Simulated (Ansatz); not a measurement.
# A series of single points on Ba

System: Ba (1 atom in the cell).
Method: Kohn-Sham DFT of a periodic cell, PBE, Ansatz PAW, no spin polarisation (Ansatz 0.2.0).

The 6 runs differ only in the geometry, by an even scaling of the cell at fixed fractional positions. The structure derives from an entry of the Crystallography Open Database.

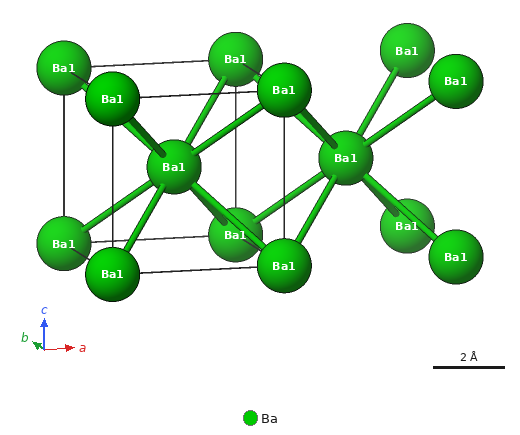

Figure 1. The structure of run 4 (ball-and-stick view of the cell 2 times as large as that of the calculation, set on its symmetry axes, repeated 2 × 1 × 1, seen slightly off an axis; atoms are numbered from 1 in the order of the input).

**Input of run 4**
```yaml
crystal:
  lattice:
    - [-2.5230998215, 2.5230998215, 2.5230998215]
    - [2.5230998215, -2.5230998215, 2.5230998215]
    - [2.5230998215, 2.5230998215, -2.5230998215]
  atoms:
    - { symbol: Ba, position: [0.0, 0.0, 0.0] }
hamiltonian:
  xc: pbe
  pseudopotentials: { kind: paw }
kpoints:
  mp_grid: { grid: [8, 8, 8] }
scf:
  occupations: { method: fermi_dirac, width: 0.05 }
output:
  forces: true
  stress: true
  eigenvalues: true
```

Command:
```bash
ansatz run input.yaml --threads 1 --pin off --max-ram 2560MiB --backend cpu --events-out ev --progress --plain --runs-dir out
```

Run 5 differs from it as follows:
```diff
-    - [-2.5230998215, 2.5230998215, 2.5230998215]
-    - [2.5230998215, -2.5230998215, 2.5230998215]
-    - [2.5230998215, 2.5230998215, -2.5230998215]
+    - [-2.5394840457, 2.5394840457, 2.5394840457]
+    - [2.5394840457, -2.5394840457, 2.5394840457]
+    - [2.5394840457, 2.5394840457, -2.5394840457]
```

**Results, with one run withheld**

| run | volume per atom (Å³) | free energy per atom, from the lowest run given (meV) | pressure (GPa) |
| --- | --- | --- | --- |
| 1 | 59.209 | 6.07 | 0.60 |
| 2 | 60.469 | 2.20 | 0.38 |
| 3 | 61.729 | 0.00 | 0.18 |
| 4 | 64.249 | 0.09 | −0.18 |
| 5 | 65.508 | ? | ? |
| 6 | 66.768 | 5.37 | −0.48 |

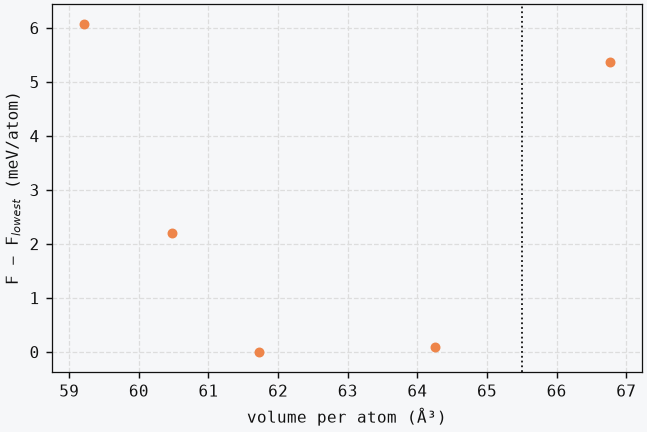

Figure 2. Free energy per atom of the runs given; the dotted line marks run 5.

Estimate the energy of run 5 from the others.

A cubic polynomial in V^(−2/3) (the Birch–Murnaghan form), fitted to the 5 runs given, misses them by under 0.01 meV per atom. With x = V^(−2/3) − 0.06357 Å⁻², it reads F = −0.52975 + 723.02 x + 9.8808e+05 x² − 5.9416e+06 x³ (meV per atom). At run 5 it gives 2.13 meV per atom, and the run itself gives 2.13. The slope of the fit gives a pressure −dF/dV of −0.34 GPa there, and the run prints −0.34 GPa. The fit has its minimum at 62.932 Å³ per atom, where V d²F/dV² gives 8.99 GPa: the bulk modulus at this level, since symmetry fixes the shape and the positions.

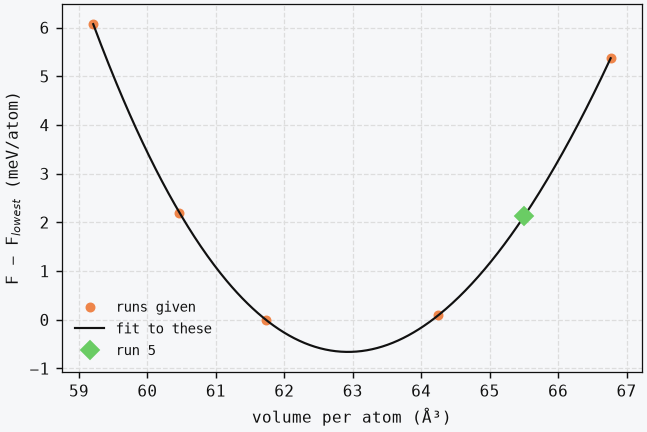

Figure 3. The fit and the withheld run.

**Output, shortened to warnings, some set-up lines, iterations and results (run 5)**
```
Basis set: ecut = 420 eV, 1289 PW (Γ), exchange–correlation on 60×60×60 points (8 copies of the dense FFT grid, shifted against one another)
Symmetry: 48 space group operations
k-points: 29 of 512
Initial density: superposition of atomic densities (neutral atoms: chi_scale 0, normalization atom), corrected by the library's trained network
[...]
SCF iter   1: F=—  HF=-5949.546027 eV  |F-HF|=—  |Δ(HF+E_count)|=         —  Δρ=8.79e-4  dr2=8.39e-4  ethr=1.77e-3  ⟨swp⟩=7.8  Hψ=2591  notcnv=0
SCF iter   2: F=—  HF=-5949.546056 eV  |F-HF|=—  |Δ(HF+E_count)|=   2.86e-5  Δρ=4.82e-4  dr2=1.35e-4  ethr=8.39e-6  ⟨swp⟩=2.1  Hψ=616  notcnv=0
SCF iter   3: F=—  HF=-5949.546076 eV  |F-HF|=—  |Δ(HF+E_count)|=   2.01e-5  Δρ=9.05e-5  dr2=5.13e-6  ethr=1.35e-6  ⟨swp⟩=2.0  Hψ=336  notcnv=0
SCF iter   4: F=—  HF=-5949.546080 eV  |F-HF|=—  |Δ(HF+E_count)|=   3.89e-6  Δρ=1.03e-5  dr2=4.48e-8  ethr=5.13e-8  ⟨swp⟩=2.3  Hψ=403  notcnv=0
SCF iter   5: F=-5949.546080 eV  HF=-5949.546080 eV  |F-HF|=5.73e-11  |Δ(HF+E_count)|=   7.36e-8  Δρ=7.01e-7  dr2=3.21e-10  ethr=4.48e-10  ⟨swp⟩=2.0  Hψ=395  notcnv=0
SCF iter   6: F=-5949.546080 eV  HF=-5949.546080 eV  |F-HF|=1.46e-11  |Δ(HF+E_count)|=  7.82e-11  Δρ=2.08e-7  dr2=2.03e-11  ethr=3.21e-12  ⟨swp⟩=1.4  Hψ=851  notcnv=0
SCF 1 converged in 6 iterations: F = -5949.546080 eV  dr2 = 2.03e-11
SCF converged after 6 iterations
Free energy (F): -5949.546080 eV
Harris-Foulkes:  -5949.546080 eV  (|F-HF|=1.46e-11)
Internal energy: -5949.537370 eV  (E = F + TS)
E sigma→0 (E₀):  -5949.541725 eV
Entropy (-TS):   -0.008710 eV (-8.710 meV/atom)
Fermi energy:    5.537889 eV
--- Per-component energies (eV) ---
  E_band       = -88.330799
  E_kinetic    = 166.077707
  E_local      = -386.882960  (includes V_loc(G=0)·N_el)
  E_nonlocal   = 57.038265
  E_hartree    = 122.265176
  E_xc         = -166.344032
  E_vxc        = -133.346625  (∫ρ·V_xc dr)
  E_paw        = -5225.802562  (= ΣΔE_a)
  E_vpaw       = -35.747592  (= ΣTr[D̂ρ^β])
  E_aug_tail   = -0.000002  (compensation charges beyond the density's cutoff)
  E_ewald      = -515.888962
  E_smearing   = -0.008710  (= −TS)
  E_closure    = 0.000000  (closes the sum)
  Σ components = -5949.546080   (vs F -5949.546080, Δ=0.00e0)
--- Forces (eV/Å), atoms counted from 1 ---
  atom   1  Ba     0.00000000     0.00000000     0.00000000
  max |Σ_I F_I| component: 1.95e-32 eV/Å
--- Stress (GPa, compression-positive) ---
       -0.337992       0.000000       0.000000
        0.000000      -0.337992       0.000000
        0.000000      -0.000000      -0.337992
  P = ⅓ Tr σ = -0.3380 GPa (-3.380 kbar)
```
